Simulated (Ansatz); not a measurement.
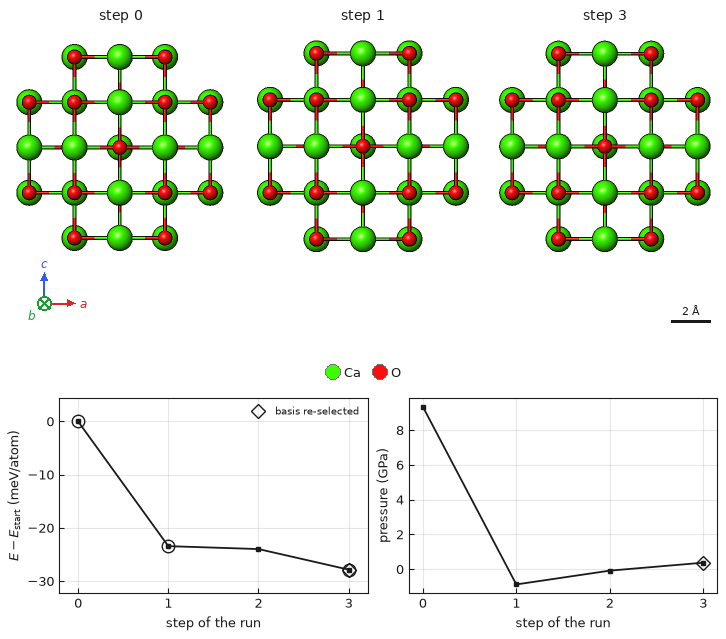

Frames of a relaxation of a crystal of CaO (a generated structure, set up in Fm-3m) (coarse preliminary run), marked on the history of the run. A ball-and-stick model of the conventional cell (4 times the calculation's cell), seen along the b axis. Lengths and directions refer to the drawn axes.

Case: Mg → Ca on all its sites, cell and atoms relaxed.

Method: DFT PBE, scalar-relativistic, plane waves, PAW (Ansatz).

The input:
```yaml
crystal:
  lattice:
    - [0.0, 2.3555123086, 2.3555123086]
    - [2.3555123086, 0.0, 2.3555123086]
    - [2.3555123086, 2.3555123086, 0.0]
  atoms:
    - { symbol: Ca, position: [0.0, 0.0, 0.0] }
    - { symbol: O, position: [0.5, 0.5, 0.5] }
basis:
  ecutwfc: 420
kpoints:
  mp_grid: { grid: [8, 8, 8] }
hamiltonian:
  xc: pbe
scf:
  occupations: { method: gaussian, width: 0.1 }
output:
  forces: true
  stress: true
  eigenvalues: true
relax:
  adjacent_minimum: "off"
  f_tol: 0.05
  max_steps: 60
  cell: { stress_tol: 0.5 }
```

Command:
```bash
ansatz run input.yaml --threads 1 --pin off --max-ram 2560MiB --backend cpu --events-out ev --progress --plain --runs-dir out
```

### What happens along the run?

No atom moves by more than 0.005 Å relative to the cell. The drawn cell changes as follows: a = b = c 4.711 → 4.825 Å (+2.4 %); the volume changes by +7.4 %. Among the contacts that change: Ca1–Ca1 3.331 → 3.412 Å, Ca1–O2 2.356 → 2.413 Å. The space group stays Fm-3m (No. 225). Over 2 accepted moves (3 points after the start) the energy falls by 27.8 meV per atom. All forces vanish by symmetry, so only the cell relaxes. Pressure: 9.36 GPa at the start and 0.38 GPa at the end. At 1 point the geometry stayed and the basis and grid were re-selected for the new cell (energy shift of 3.9 meV per atom at most each time). From step 0 to 1: volume +8.2 %, energy −23.4 meV per atom. From step 1 to 3: volume −0.7 %, energy −4.4 meV per atom.
